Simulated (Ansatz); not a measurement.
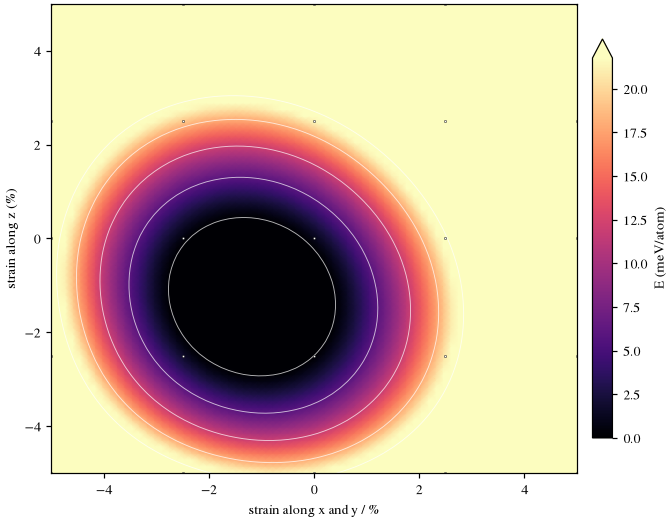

MgO2 (R-3m, No. 166; 3 atoms in the cell). 
- The cell is strained homogeneously, by one strain along x and y and another along z, with fractional coordinates fixed (x along [1 0 0], z along [0 0 1] of the conventional cell).
- The first coordinate is: strain along x and y; the second: strain along z.
- The grid has 5 × 5 points.
- Energies: meV/atom, counted from the lowest grid point.
- The reference cell is the one listed in the database, not relaxed at this level.
- Level of theory: DFT PBEsol, scalar-relativistic, plane waves, PAW in Ansatz. Settings: cutoff 420 eV, k-mesh 12×12×12, gaussian smearing 0.05 eV, no spin polarisation.

Drawn: a smooth colour map with a few white contour lines, dots at the grid points, one colour for all values above the top of the scale. Between grid points the surface is interpolated.

Question: Estimate the clamped-ion elastic constants that this map fixes.

Answer: With the cell volume of 31.2 Å³, the curvatures of the interpolated surface at its minimum give C₁₁ + C₂₂ + 2C₁₂ ≈ 600 GPa, C₃₃ ≈ 540 GPa and C₁₃ + C₂₃ ≈ 55 GPa (clamped ions, Cartesian axes of the cell). A stretch of 1 % along z with free sides (kept equal in x and y) would change the in-plane lengths by about −0.09 %.
